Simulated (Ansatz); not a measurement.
**PtSe₂: a changed input and its effect**

System: PtSe₂ (3 atoms in the cell).
Method of run A: DFT PBE+U, scalar-relativistic, plane waves, PAW, Ueff = 8 eV on Pt atom 1 d, spin-polarised (Ansatz 0.2.0).

The structure derives from an entry of the Crystallography Open Database. Text and figures count atoms from 1; the logs count them from 0 in places.

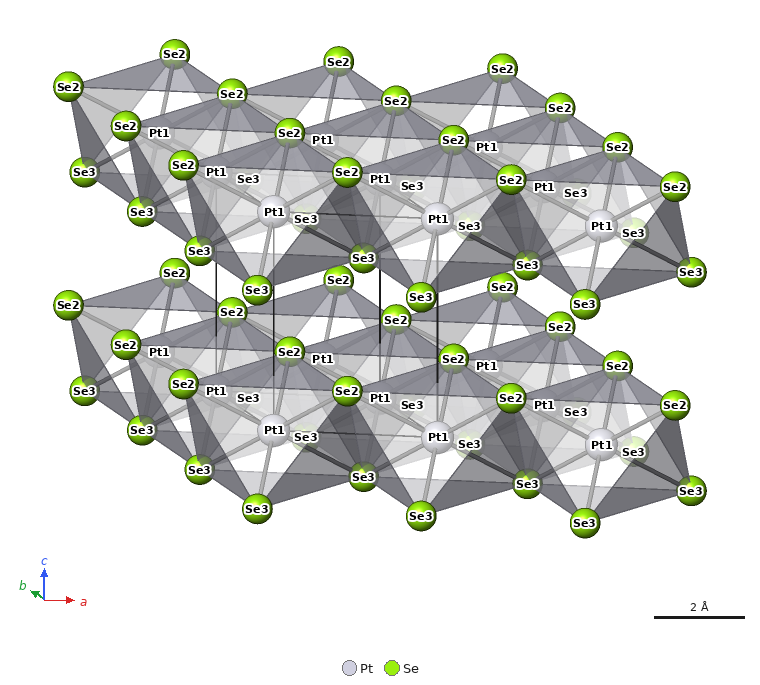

The structure (polyhedral view of the cell of the calculation, repeated 2 × 2 × 1, seen slightly off an axis; polyhedra are completed across the faces of the cell; atoms are numbered from 1 in the order of the input).

### The input, run A
```yaml
crystal:
  lattice:
    - [3.72400029, 0.0, 0.0]
    - [-1.86200015, 3.22507886, 0.0]
    - [0.0, 0.0, 5.06199958]
  atoms:
    - { symbol: Pt, position: [0.0, 0.0, 0.0], spin: 5.0 }
    - { symbol: Se, position: [0.3333333333, 0.6666666667, 0.25] }
    - { symbol: Se, position: [0.6666666667, 0.3333333333, 0.75] }
basis:
  ecutwfc: 420
  ecutrho_ratio: 4
kpoints:
  mp_grid: { grid: [6, 6, 4] }
hamiltonian:
  xc: pbe
  hubbard:
    sites:
      - { site: 0, l: d, u_eff: 8.0, starting_ns: [{ spin: up, occupation_matrix: s0up }, { spin: down, occupation_matrix: s0down }] }
    occupation_matrices:
      s0up:
        matrix:
          - [0.97, 0.0, 0.0, 0.0, 0.0]
          - [0.0, 0.97, 0.0, 0.0, 0.0]
          - [0.0, 0.0, 0.97, 0.0, 0.0]
          - [0.0, 0.0, 0.0, 0.97, 0.0]
          - [0.0, 0.0, 0.0, 0.0, 0.97]
      s0down:
        matrix:
          - [0.02, 0.0, 0.0, 0.0, 0.0]
          - [0.0, 0.02, 0.0, 0.0, 0.0]
          - [0.0, 0.0, 0.02, 0.0, 0.0]
          - [0.0, 0.0, 0.0, 0.02, 0.0]
          - [0.0, 0.0, 0.0, 0.0, 0.02]
    ns_hold: until_converged
scf:
  occupations: { method: gaussian, width: 0.05 }
  lower_state_search: "off"
  max_iter: 150
output:
  forces: true
  stress: true
  eigenvalues: true
  populations: true
  hubbard: { sites: [{ site: 0, l: d }] }
magnetization:
  spin_polarized: true
```

Launched with:
```bash
ansatz run input.yaml --threads 2 --pin off --max-ram 3072MiB --backend cpu --events-out ev --progress --plain --runs-dir out
```

Hardware: 2 threads of AMD EPYC (Zen 4), 64 GiB of memory available, shared host.

### Output, shortened to warnings, some set-up lines, iterations and results (run A)
```
WARN: the starting moments were not kept: the SCF closed with an absolute magnetisation of 1.6e-5 μB, where they sum to 5 μB in size (1 site). That is at most 0.1 of that sum. Measured as dr2_m measures the in/out step, that magnetisation stands 3.6e-11 eV from none, at or under the dr2_threshold of 1.0e-7 eV: it is no larger than a step whose dr2_m would equal this threshold. The system may hold …
Basis set: ecut = 420 eV, 1205 PW (Γ), exchange–correlation on 50×50×72 points (8 copies of the dense FFT grid, shifted against one another)
Symmetry: 12 space group operations
k-points: 24 of 144
Initial density: superposition of atomic densities (chi_scale 0.1, normalization cell)
[...]
SCF iter   1: F=—  HF=-23449.362536 eV  |F-HF|=—  |Δ(HF+E_count)|=         —  Δρ=1.29e-1 (↑1.29e-1 ↓6.04e-2)  dr2=2.61e1  dr2_m=2.72e0  M=4.000 μB ∫|m|=4.016 μB  β_m=0.30  …
SCF iter   2: F=—  HF=-23445.626761 eV  |F-HF|=—  |Δ(HF+E_count)|=    3.74e0  Δρ=8.88e-2 (↑8.88e-2 ↓4.38e-2)  dr2=9.32e0  dr2_m=1.72e0  M=3.707 μB ∫|m|=3.727 μB  β_m=0.30  …
SCF iter   3: F=—  HF=-23445.786902 eV  |F-HF|=—  |Δ(HF+E_count)|=   1.60e-1  Δρ=1.25e-1 (↑5.86e-2 ↓1.25e-1)  dr2=6.62e0  dr2_m=4.34e0  M=0.923 μB ∫|m|=1.415 μB  β_m=0.30  …
SCF iter   4: F=—  HF=-23445.496380 eV  |F-HF|=—  |Δ(HF+E_count)|=   2.91e-1  Δρ=4.80e-2 (↑4.80e-2 ↓3.00e-2)  dr2=1.05e0  dr2_m=7.52e-1  M=2.152 μB ∫|m|=2.293 μB  β_m=0.30  …
SCF iter   5: F=—  HF=-23445.625582 eV  |F-HF|=—  |Δ(HF+E_count)|=   1.29e-1  Δρ=5.83e-2 (↑3.29e-2 ↓5.83e-2)  dr2=1.14e0  dr2_m=1.11e0  M=1.165 μB ∫|m|=1.658 μB  β_m=0.30  …
[... 26 lines ...]
SCF iter  32: F=—  HF=-23458.737433 eV  |F-HF|=—  |Δ(HF+E_count)|=   1.77e-5  Δρ=4.56e-5 (↑4.56e-5 ↓4.47e-5)  dr2=1.25e-6  dr2_m=9.78e-7  M=0.003 μB ∫|m|=0.004 μB  β_m=0.99  …
SCF iter  33: F=-23458.737437 eV  HF=-23458.737437 eV  |F-HF|=1.21e-7  |Δ(HF+E_count)|=   4.23e-6  Δρ=1.06e-5 (↑9.50e-6 ↓1.06e-5)  dr2=6.26e-8  dr2_m=4.11e-8  M=0.001 μB …
SCF iter  34: F=-23458.737437 eV  HF=-23458.737437 eV  |F-HF|=6.46e-9  |Δ(HF+E_count)|=   2.54e-7  Δρ=2.31e-6 (↑2.07e-6 ↓2.31e-6)  dr2=9.88e-9  dr2_m=9.84e-10  M=0.000 μB …
SCF iter  35: F=-23458.737437 eV  HF=-23458.737437 eV  |F-HF|=3.49e-10  |Δ(HF+E_count)|=   2.58e-9  Δρ=8.10e-7 (↑7.20e-7 ↓8.10e-7)  dr2=1.14e-9  dr2_m=4.60e-11  M=0.000 μB …
SCF 1 converged in 35 iterations: F = -23458.737437 eV  dr2 = 1.14e-9
SCF converged after 35 iterations
Magnetization: 0.0000 μB (25.0000 up, 25.0000 down)
Absolute magnetization: 0.0000 μB (∫|ρ↑−ρ↓|, with the PAW one-centre terms)
Spin contamination: 0.0000 ħ² per cell (⟨S²⟩ above its minimum at these occupations)
Per-site moments (μB) at R_I (Å): [(-2.3154991105914484e-6, 1.029120625290356), (3.5114808467780764e-6, 1.029120625290356), (3.5114808470312626e-6, 1.029120625290356)]
Free energy (F): -23458.737437 eV
Harris-Foulkes:  -23458.737437 eV  (|F-HF|=3.49e-10)
Internal energy: -23458.735644 eV  (E = F + TS)
E sigma→0 (E₀):  -23458.736540 eV
Entropy (-TS):   -0.001793 eV (-0.598 meV/atom)
Fermi energy:    12.923959 eV
--- Per-component energies (eV) ---
  E_band       = -978.153023
  E_kinetic    = 879.939367
  E_local      = -6806.033560  (includes V_loc(G=0)·N_el)
  E_nonlocal   = -987.810605
  E_hartree    = 3161.011401
  E_xc         = -471.451144
  E_vxc        = -500.958653  (∫ρ·V_xc dr)
  E_hubbard    = 3.214622  (on-site DFT+U / exact-exchange correction)
  E_vhub       = -29.480740  (the Hubbard potential's part of the band-sum identity)
  E_paw        = -13279.669411  (= ΣΔE_a)
  E_vpaw       = 144.169774  (= ΣTr[D̂ρ^β])
  E_aug_tail   = -0.000983  (compensation charges beyond the density's cutoff)
  E_ewald      = -5957.935330
  E_smearing   = -0.001793  (= −TS)
  E_closure    = -0.000000  (closes the sum)
  Σ components = -23458.737437   (vs F -23458.737437, Δ=0.00e0)
--- Specified on-site occupations, and those of the state reported ---
  electrons in the specified blocks: 4.9500 specified, 8.9775 found
  site 0 (l=d) ↓: largest change of an orbital's occupation 0.9655; electrons 0.1000 specified, 4.4888 found; spectral distance 1.9772
  site 0 (l=d) ↑: largest change of an orbital's occupation 0.2032; electrons 4.8500 specified, 4.4887 found; spectral distance 0.2885
--- Forces (eV/Å), atoms counted from 1 ---
  atom   1  Pt     0.00000000    -0.00000000     0.00000000
  atom   2  Se    -0.00000000    -0.00000000     0.87126713
  atom   3  Se     0.00000000     0.00000000    -0.87126713
  max |Σ_I F_I| component: 4.21e-30 eV/Å
--- Stress (GPa, compression-positive) ---
        9.184994       0.000000      -0.000000
        0.000000       9.184994      -0.000000
       -0.000000      -0.000000       5.908094
  P = ⅓ Tr σ = 8.0927 GPa (80.927 kbar)
Occupation matrices written to [file]
--- Löwdin populations: 3 sites ---
  site symbol       q [e]    m [muB]
     0     Pt     17.6864    -0.0000
     1     Se     16.0653     0.0000
     2     Se     16.0653     0.0000
  spilling = 0.003659 (of n_electrons = 50.000000)
--- Occupation matrices: 1 shell (run DFT+U table (all-electron-ortho-atomic); ε = 3.29e-4) ---
  Pt0 d_5D: site group D3d (-3m)
[...]
```

The input of run B differs as follows (lines with − go, lines with + come):
```diff
-    - { symbol: Pt, position: [0.0, 0.0, 0.0], spin: 5.0 }
+    - { symbol: Pt, position: [0.0, 0.0, 0.0], spin: 4.0 }
-          - [0.02, 0.0, 0.0, 0.0, 0.0]
+          - [0.73413, 0.0, 0.0, 0.41042, 0.0]
-          - [0.0, 0.0, 0.0, 0.02, 0.0]
+          - [0.41042, 0.0, 0.0, 0.25587, 0.0]
```

Predict how the results change.

The energy is the same within 0.01 meV per atom. The irreducible k-points go from 24 to 47. On the same kind of shared host run B took about 1.6 times as long.

### Output, shortened to warnings, some set-up lines, iterations and results (run B)
```
Warning: crystal.symmetry: narrowed to the stabiliser of the occupation matrices — unitary ops 12 → 4; lowered by the specified shell (site 0, l: d); largest admitted image defect 1.3e-9, smallest excluded 6.2e-1 — at a splitting's scale: the group the occupation matrices' own texture admits
WARN: the starting moments were not kept: the SCF closed with an absolute magnetisation of 1.7e-5 μB, where they sum to 4 μB in size (1 site). That is at most 0.1 of that sum. Measured as dr2_m measures the in/out step, that magnetisation stands 7.0e-11 eV from none, at or under the dr2_threshold of 1.0e-7 eV: it is no larger than a step whose dr2_m would equal this threshold. The system may hold …
WARN: hamiltonian.hubbard: on 1 of 2 specified blocks the occupation matrix of this SCF's result fails the test of the specified filling. At site 0 ↓ (sites count from 0 in the list of atoms of the cell that this SCF solves) the least filled combination of the orbitals specified full has occupation 0.964, and the fullest combination of the orbitals specified empty has occupation 0.986; the …
Basis set: ecut = 420 eV, 1205 PW (Γ), exchange–correlation on 50×50×72 points (8 copies of the dense FFT grid, shifted against one another)
Symmetry: 4 space group operations
k-points: 47 of 144
Initial density: superposition of atomic densities (chi_scale 0.1, normalization cell)
[...]
SCF iter   1: F=—  HF=-23452.377757 eV  |F-HF|=—  |Δ(HF+E_count)|=         —  Δρ=1.01e-1 (↑1.01e-1 ↓7.22e-2)  dr2=2.24e1  dr2_m=1.58e0  M=3.924 μB ∫|m|=3.938 μB  β_m=0.30  …
SCF iter   2: F=—  HF=-23449.326762 eV  |F-HF|=—  |Δ(HF+E_count)|=    3.05e0  Δρ=6.99e-2 (↑6.99e-2 ↓4.50e-2)  dr2=6.21e0  dr2_m=1.16e0  M=2.981 μB ∫|m|=2.998 μB  β_m=0.30  …
SCF iter   3: F=—  HF=-23448.951550 eV  |F-HF|=—  |Δ(HF+E_count)|=   3.75e-1  Δρ=8.36e-2 (↑4.67e-2 ↓8.36e-2)  dr2=1.89e0  dr2_m=2.20e0  M=1.127 μB ∫|m|=1.622 μB  β_m=0.30  …
SCF iter   4: F=—  HF=-23449.069499 eV  |F-HF|=—  |Δ(HF+E_count)|=   1.18e-1  Δρ=3.76e-2 (↑3.76e-2 ↓2.72e-2)  dr2=5.53e-1  dr2_m=5.10e-1  M=1.831 μB ∫|m|=2.117 μB  β_m=0.30  …
SCF iter   5: F=—  HF=-23449.083829 eV  |F-HF|=—  |Δ(HF+E_count)|=   1.43e-2  Δρ=2.83e-2 (↑2.83e-2 ↓2.28e-2)  dr2=5.22e-2  dr2_m=3.61e-1  M=1.619 μB ∫|m|=1.958 μB  β_m=0.30  …
[... 21 lines ...]
SCF iter  27: F=—  HF=-23458.737436 eV  |F-HF|=—  |Δ(HF+E_count)|=   5.30e-6  Δρ=2.17e-5 (↑2.09e-5 ↓2.17e-5)  dr2=1.74e-7  dr2_m=2.13e-7  M=0.001 μB ∫|m|=0.002 μB  β_m=0.99  …
SCF iter  28: F=-23458.737437 eV  HF=-23458.737437 eV  |F-HF|=2.71e-9  |Δ(HF+E_count)|=   5.34e-7  Δρ=9.48e-6 (↑9.48e-6 ↓8.42e-6)  dr2=1.77e-8  dr2_m=4.14e-8  M=0.001 μB …
SCF iter  29: F=-23458.737437 eV  HF=-23458.737437 eV  |F-HF|=3.50e-9  |Δ(HF+E_count)|=   1.05e-7  Δρ=2.45e-6 (↑2.30e-6 ↓2.45e-6)  dr2=8.96e-9  dr2_m=1.69e-9  M=0.000 μB …
SCF iter  30: F=-23458.737437 eV  HF=-23458.737437 eV  |F-HF|=1.75e-10  |Δ(HF+E_count)|=   4.69e-9  Δρ=3.41e-7 (↑3.41e-7 ↓3.03e-7)  dr2=8.72e-11  dr2_m=3.89e-11  M=-0.000 μB …
SCF 1 converged in 30 iterations: F = -23458.737437 eV  dr2 = 8.72e-11
SCF converged after 30 iterations
Magnetization: -0.0000 μB (25.0000 up, 25.0000 down)
Absolute magnetization: 0.0000 μB (∫|ρ↑−ρ↓|, with the PAW one-centre terms)
Spin contamination: 0.0000 ħ² per cell (⟨S²⟩ above its minimum at these occupations)
Per-site moments (μB) at R_I (Å): [(-8.473828791942753e-6, 1.029120625290356), (2.667691556552027e-6, 1.029120625290356), (2.6676915569256018e-6, 1.029120625290356)]
Free energy (F): -23458.737437 eV
Harris-Foulkes:  -23458.737437 eV  (|F-HF|=1.75e-10)
Internal energy: -23458.735644 eV  (E = F + TS)
E sigma→0 (E₀):  -23458.736540 eV
Entropy (-TS):   -0.001793 eV (-0.598 meV/atom)
Fermi energy:    12.923959 eV
--- Per-component energies (eV) ---
  E_band       = -978.153679
  E_kinetic    = 879.939354
  E_local      = -6806.033783  (includes V_loc(G=0)·N_el)
  E_nonlocal   = -987.811301
  E_hartree    = 3161.011654
  E_xc         = -471.451162
  E_vxc        = -500.958671  (∫ρ·V_xc dr)
  E_hubbard    = 3.214622  (on-site DFT+U / exact-exchange correction)
  E_vhub       = -29.480753  (the Hubbard potential's part of the band-sum identity)
  E_paw        = -13279.668714  (= ΣΔE_a)
  E_vpaw       = 144.169519  (= ΣTr[D̂ρ^β])
  E_aug_tail   = -0.000983  (compensation charges beyond the density's cutoff)
  E_ewald      = -5957.935330
  E_smearing   = -0.001793  (= −TS)
  E_closure    = -0.000000  (closes the sum)
  Σ components = -23458.737437   (vs F -23458.737437, Δ=0.00e0)
--- Specified on-site occupations, and those of the state reported ---
  electrons in the specified blocks: 5.9000 specified, 8.9775 found
  site 0 (l=d) ↓: largest change of an orbital's occupation 0.9655; electrons 1.0500 specified, 4.4888 found; spectral distance 1.7255
  site 0 (l=d) ↑: largest change of an orbital's occupation 0.2032; electrons 4.8500 specified, 4.4887 found; spectral distance 0.2885
--- Forces (eV/Å), atoms counted from 1 ---
  atom   1  Pt     0.00000000     0.00000000     0.00000000
  atom   2  Se    -0.00000000     0.00000133     0.87126805
  atom   3  Se     0.00000000    -0.00000133    -0.87126805
  max |Σ_I F_I| component: 2.12e-22 eV/Å
--- Stress (GPa, compression-positive) ---
        9.185014      -0.000000      -0.000000
       -0.000000       9.185026       0.000006
       -0.000000       0.000006       5.908101
  P = ⅓ Tr σ = 8.0927 GPa (80.927 kbar)
Occupation matrices written to [file]
--- Löwdin populations: 3 sites ---
  site symbol       q [e]    m [muB]
     0     Pt     17.6864    -0.0000
     1     Se     16.0653     0.0000
     2     Se     16.0653     0.0000
  spilling = 0.003659 (of n_electrons = 50.000000)
--- Occupation matrices: 1 shell (run DFT+U table (all-electron-ortho-atomic); ε = 4.61e-4) ---
  Pt0 d_5D: site group D3d (-3m)
[...]
```

### The two runs side by side

```tsv
quantity	run A	run B
outcome	converged	converged
free energy per atom (eV)	−7819.5791	−7819.5791
energy per atom, smearing taken to zero (eV)	−7819.5788	−7819.5788
gap on the mesh (eV)	0.00	0.00
net moment of the cell (μB)	0.00	0.00
absolute moment of the cell (μB)	0.00	0.00
pressure (GPa)	8.09	8.09
largest force (eV/Å)	0.871	0.871
irreducible k-points	24	47
plane waves at Γ	1205	1205
wall time (shared host)	6.2 s	10 s
```

For both runs: Spin–orbit coupling is left out, which matters for Pt. The cell is under a pressure of 8.1 GPa at this level, so it is not at its equilibrium volume. For run A: Warnings: some starting moments were not kept; the typed occupations were not kept. For run B: Warnings: some starting moments were not kept; the typed occupations were not kept; the occupation matrices lower the symmetry.
